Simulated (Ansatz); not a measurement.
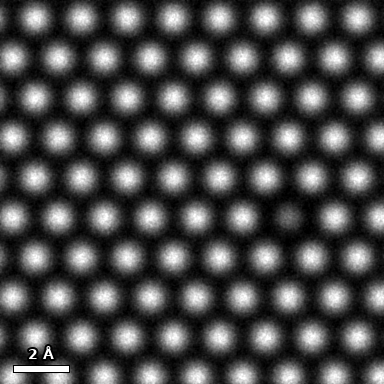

Dark-field STEM-like image of Ti (Fm-3m, No. 225) along [111]. The image is simulated as a sum over atoms of Z^1.7, blurred by a 0.86 Å probe (no channelling). The probe carries 15 % of its weight in a tail 2.5 times as wide. Shot noise was added.

The sample is 2 repeats (14.2 Å) thick. One point defect was put into the perfect crystal, without relaxing the atoms around it. Brightness is counted from the darkest point of the image. Host structure: coordinates from a relaxation with DFT, r2SCAN, plane waves (500 eV) with PAW, scalar-relativistic (Ansatz); the starting structure was generated, so it need not be a known form of this composition.

**Where is the defect (in Å from the left and the top edge), and what does its contrast suggest?**

At about 11 Å from the left and 8 Å from the top. The column is dimmer, which points to a vacancy or a lighter atom. The column holds 2 atoms (Ti) through the sample, and one Ti atom is missing, so its peak drops to about 45 % of that of its equals.
